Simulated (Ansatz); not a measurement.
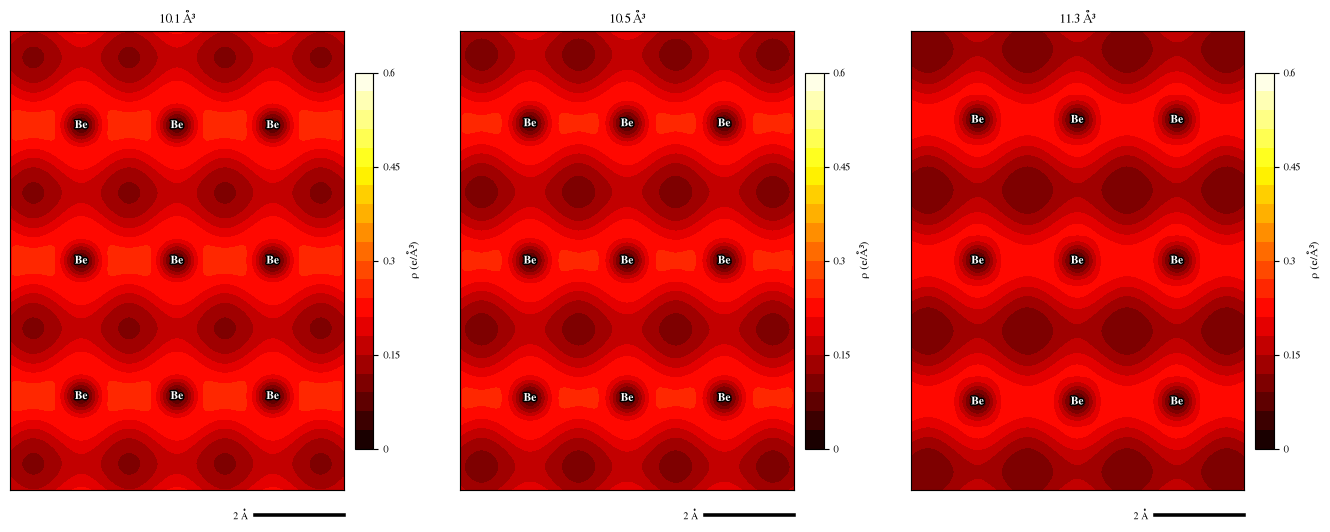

Be. The valence charge density (pseudo) of cells scaled evenly to different volumes (given per atom above each panel), on the (011) plane of each (indices in the axes of the cell below), at one length scale and on one colour scale.

A generated structure, not necessarily the stable one.

Level of theory: DFT, BLYP, plane waves (420 eV) with PAW, scalar-relativistic in Ansatz.

Core electrons are frozen (PAW), and the valence fields are smoothed inside the atomic spheres.

The largest cell:

```xyz
1
Lattice="2.2750 0.0000 0.0000 0.0000 2.2750 0.0000 0.0000 0.0000 2.2750" Properties=species:S:1:pos:R:3 pbc="T T T"
Be    0.0000    0.0000    0.0000
```

| volume (Å³/atom) | Be–Be contact in the plane (Å) | ρ at its midpoint (e/Å³) | pressure (GPa) | 
| --- | --- | --- | --- |
| 10.09 | 2.161 | 0.254 | 3.2 | 
| 10.51 | 2.191 | 0.246 | 0.1 | 
| 10.93 | 2.220 | ? | ? | 
| 11.35 | 2.248 | 0.230 | −4.5 | 
| 11.78 | 2.275 | 0.222 | −6.3 | 

> What values belong in the row with question marks?

Over the known rows ln ρ falls by 1.18 per Å of Be–Be distance (a least-squares line), which gives 0.237 e/Å³ at 2.220 Å; the calculation gives 0.237 e/Å³. For the pressure, a straight line in volume between the neighbouring rows gives −2.2 GPa; the calculation gives −2.4.
